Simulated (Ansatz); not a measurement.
**Run report: PtS₂, single-point calculation**

- system: PtS₂ (P-3m1, 3 atoms in the cell)
- method: DFT PBE+D3(BJ), scalar-relativistic, plane waves, PAW, no spin polarisation (Ansatz 0.2.0)

The structure derives from an entry of the Crystallography Open Database. Figures and captions count atoms from 1; the log counts them from 0 in places.

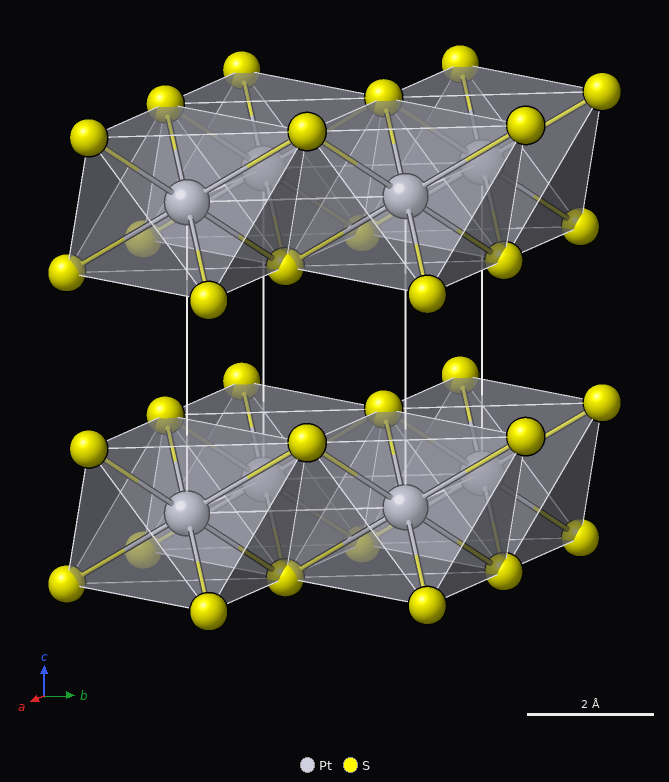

Fig. 1: The structure as given in the input (polyhedral view of the cell of the calculation, seen slightly off an axis; polyhedra are completed across the faces of the cell).

## Results in brief

```tsv
quantity	value
outcome	converged
space group (tolerance 0.01 Å)	P-3m1 (164)
electrons treated	30
free energy	−14329.4324 eV
Fermi energy	11.368 eV
gap on the k-point mesh	0.56 eV
pressure	−1.44 GPa
largest force (length of the vector)	0.308 eV/Å
hardware	4 threads of Arm Neoverse V1, 24 GiB of memory available, shared host
wall time	0.54 s (CPU time 1.7 s)
peak memory	0.32 GiB
```

## Notes

Spin–orbit coupling is left out, which matters for Pt.

## Input
```yaml
crystal:
  lattice:
    - [3.5431994758, 0.0, 0.0]
    - [-1.7715997379, 3.0685007567, 0.0]
    - [0.0, 0.0, 5.0388]
  atoms:
    - { symbol: Pt, position: [0.0, 0.0, 0.0] }
    - { symbol: S, position: [0.3333333333, 0.6666666667, 0.25] }
    - { symbol: S, position: [0.6666666667, 0.3333333333, 0.75] }
basis:
  ecutwfc: 420
kpoints:
  mp_grid: { grid: [6, 6, 4] }
hamiltonian:
  xc: pbe
  dispersion: d3bj
scf:
  occupations: { method: gaussian, width: 0.1 }
output:
  forces: true
  stress: true
  eigenvalues: true
```

Command:
```bash
ansatz run input.yaml --threads 4 --pin off --max-ram 8192MiB --backend cpu --events-out ev --progress --plain --runs-dir out
```

## Log
```
Engine: ansatz 0.2.0, aarch64-unknown-linux-gnu
Pseudopotentials: kind: paw
Pseudopotential: Pt, paw, valence charge 18, recommended cutoff 420 eV (normal), Pt.paw.azcp
Pseudopotential: S, paw, valence charge 6, recommended cutoff 420 eV (normal), S.paw.azcp
Functional definition: PBE
  parameter kappa = 0.804
  parameter beta = 0.06672455060314922
  exchange = pbe_x(kappa = kappa, mu = beta*pi^2/3)
  correlation = pbe_c(beta = beta)
Crystal: 3 atoms, lattice volume = 54.783 Å³
Basis set: ecut = 420 eV, 1043 PW (Γ), exchange–correlation on 48×48×72 points (8 copies of the dense FFT grid, shifted against one another)
Bands: 19, of which v1, the nominal top of the filled ones, is band 15 counted from 1 (14 counted from 0)
Symmetry: 12 space group operations
Space group: P-3m1 (ITA 164), of the structure as read, at distance tolerance 3.8e-5 Å
k-points: 24 of 144
Non-local potential: Pt, projectors of the file, l = 0: 3, l = 1: 2, l = 2: 2, l = 3: 1
Non-local potential: S, projectors of the file, l = 0: 2, l = 1: 2, l = 2: 2
PAW form: soft (Blöchl's): semilocal exchange-correlation on the pseudo side does not see the compensation charge
PAW one-centre angular grid: Pt, 590 points (default); XC on 64 Gauss nodes
PAW one-centre angular grid: S, 110 points (default); XC on 64 Gauss nodes
Initial density: superposition of atomic densities (neutral atoms: chi_scale 0, normalization atom), corrected by the library's trained network
Initial wavefunctions: pseudopotential atomic-orbital guess
Functional: x = pbe(κ = 0.804, μ = 0.2195149727645171), c = pbe(β = 0.06672455060314922)
SCF iter   1: F=—  HF=-14329.431250 eV  |F-HF|=—  |Δ(HF+E_count)|=         —  Δρ=3.18e-3  dr2=2.63e-3  ethr=1.77e-3  ⟨swp⟩=5.1  Hψ=2210  notcnv=0
preconditioner: auto → Resta (q_TF=auto, 2.468 Å⁻¹)  ε∞=7.1  [insulator: Δε(μ)=0.577 eV  Ē_g=9.542 eV  σ=0.100 eV  W_gap=1.00  n_scr=20 (ndim 8)  ℏωp=23.5 eV  f_vac=0.011  D(μ)=0.00/eV (n_scr^D=0)  ε∞_Penn≈7.1]
SCF iter   2: F=—  HF=-14329.432085 eV  |F-HF|=—  |Δ(HF+E_count)|=   8.35e-4  Δρ=1.58e-3  dr2=8.90e-4  ethr=8.77e-6  ⟨swp⟩=2.9  Hψ=1003  notcnv=0
SCF iter   3: F=—  HF=-14329.432352 eV  |F-HF|=—  |Δ(HF+E_count)|=   2.67e-4  Δρ=6.43e-4  dr2=2.19e-4  ethr=2.97e-6  ⟨swp⟩=2.2  Hψ=647  notcnv=0
SCF iter   4: F=—  HF=-14329.432346 eV  |F-HF|=—  |Δ(HF+E_count)|=   6.00e-6  Δρ=1.43e-4  dr2=8.83e-6  ethr=7.31e-7  ⟨swp⟩=2.7  Hψ=741  notcnv=0
SCF iter   5: F=—  HF=-14329.432414 eV  |F-HF|=—  |Δ(HF+E_count)|=   6.76e-5  Δρ=4.28e-5  dr2=1.35e-6  ethr=2.94e-8  ⟨swp⟩=2.1  Hψ=668  notcnv=0
SCF iter   6: F=—  HF=-14329.432415 eV  |F-HF|=—  |Δ(HF+E_count)|=   1.33e-6  Δρ=1.25e-5  dr2=1.11e-7  ethr=4.50e-9  ⟨swp⟩=2.0  Hψ=707  notcnv=0
SCF iter   7: F=-14329.432415 eV  HF=-14329.432415 eV  |F-HF|=4.95e-9  |Δ(HF+E_count)|=   9.05e-8  Δρ=2.24e-6  dr2=2.52e-9  ethr=3.33e-10  ⟨swp⟩=4.8  Hψ=1762  notcnv=0
SCF 1 converged in 7 iterations: F = -14329.432415 eV  dr2 = 2.52e-9
  greatest PAW one-centre occupation: 1.000 electrons in one spin orbital (limit 2), on the Pt atom at site 0 (counted from 0), in its partial waves of l = 0
```

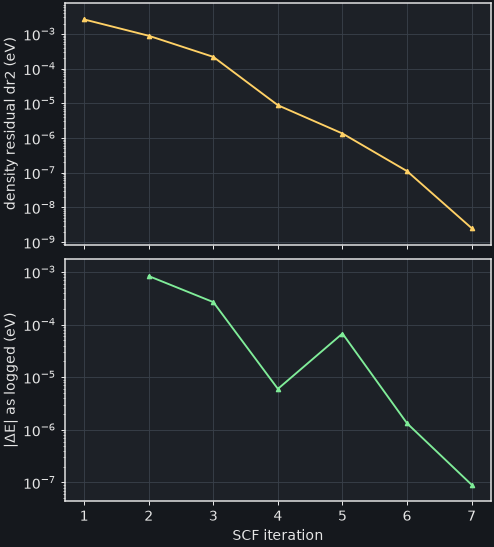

Fig. 2: Convergence of the self-consistent field: density residual dr2 and size of the energy change against the SCF iteration. The residual falls at every step.

```
SCF converged after 7 iterations
Free energy (F): -14329.432415 eV
Harris-Foulkes:  -14329.432415 eV  (|F-HF|=4.95e-9)
Internal energy: -14329.432414 eV  (E = F + TS)
E sigma→0 (E₀):  -14329.432415 eV
Entropy (-TS):   -0.000001 eV (-0.000 meV/atom)
Fermi energy:    11.368185 eV
--- Per-component energies (eV) ---
  E_band       = -313.890923
  E_kinetic    = 849.846973
  E_local      = -3002.172212  (includes V_loc(G=0)·N_el)
  E_nonlocal   = 255.427714
  E_hartree    = 1179.162763
  E_xc         = -455.896921
  E_vxc        = -477.651828  (∫ρ·V_xc dr)
  E_paw        = -10653.870063  (= ΣΔE_a)
  E_vpaw       = -297.666055  (= ΣTr[D̂ρ^β])
  E_aug_tail   = 0.000199  (compensation charges beyond the density's cutoff)
  E_ewald      = -2500.655980
  E_disp       = -1.274888  (pairwise vdW)
  E_smearing   = -0.000001  (= −TS)
  E_closure    = -0.000000  (closes the sum)
  Σ components = -14329.432415   (vs F -14329.432415, Δ=0.00e0)
--- Forces (eV/Å), atoms counted from 1 ---
  atom   1  Pt    -0.00000000     0.00000000     0.00000000
  atom   2  S     -0.00000000    -0.00000000    -0.30794939
  atom   3  S      0.00000000     0.00000000     0.30794939
  max |Σ_I F_I| component: 1.05e-30 eV/Å
--- Stress (GPa, compression-positive) ---
       -0.481559      -0.000000       0.000000
       -0.000000      -0.481559      -0.000000
        0.000000      -0.000000      -3.366843
  P = ⅓ Tr σ = -1.4433 GPa (-14.433 kbar)
--- Band table (eV; the first three rows and the last of 24) ---
  k-point 0: bands = ["-88.3661", "-42.5768", "-42.5768", "-42.5230", "-4.1752", "-1.3431", "4.0329", "4.6430", "4.6430", "7.2891", "7.2891", "8.8651", "9.9674", "9.9674", "11.1034", "12.8723", "12.8723", "15.5837", "16.3380"]
  k-point 1: bands = ["-88.3661", "-42.5768", "-42.5768", "-42.5230", "-3.9766", "-1.8065", "4.6597", "4.6597", "4.7274", "7.2754", "7.2754", "8.6865", "9.7999", "9.7999", "10.3673", "13.2024", "13.2024", "15.9825", "17.2424"]
  k-point 2: bands = ["-88.3661", "-42.5768", "-42.5768", "-42.5230", "-3.6863", "-2.3224", "4.6767", "4.6767", "5.5867", "7.2627", "7.2627", "8.2090", "9.6502", "9.6502", "9.8348", "13.5427", "13.5427", "16.5873", "18.0309"]
  k-point 23: bands = ["-88.3656", "-42.5921", "-42.5921", "-42.5199", "-2.0359", "-2.0359", "4.7808", "4.7808", "5.0167", "6.7334", "6.7334", "7.1381", "7.7320", "9.0538", "9.0538", "13.1283", "13.1283", "17.9334", "18.7436"]
```

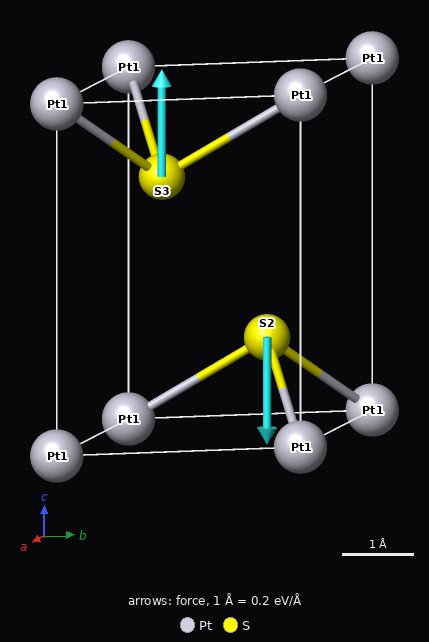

Fig. 3: Forces on the atoms as teal arrows (ball-and-stick view of the cell of the calculation, seen slightly off an axis; atoms are numbered from 1 in the order of the input). The largest act on S2, S3 (0.31 eV/Å). The geometry is not a stationary point of this energy.

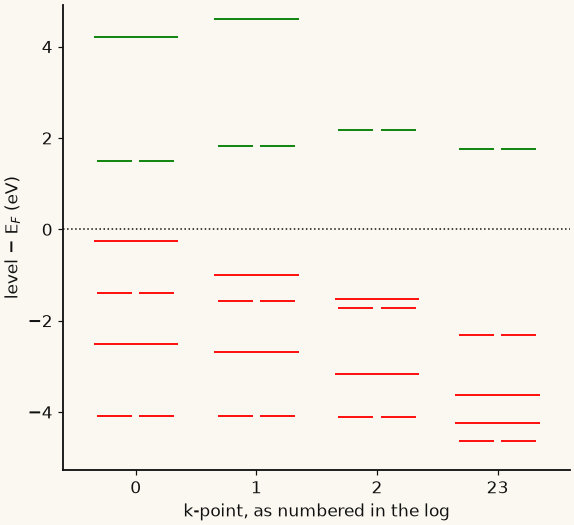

Fig. 4: Kohn–Sham levels near the Fermi level (dotted) at the few k-points that the log prints; levels within 0.02 eV of each other stand side by side. Among these points the highest filled and lowest empty levels are 1.77 eV apart; the gap on the full mesh, 0.56 eV, has an edge at a point that isn't printed.
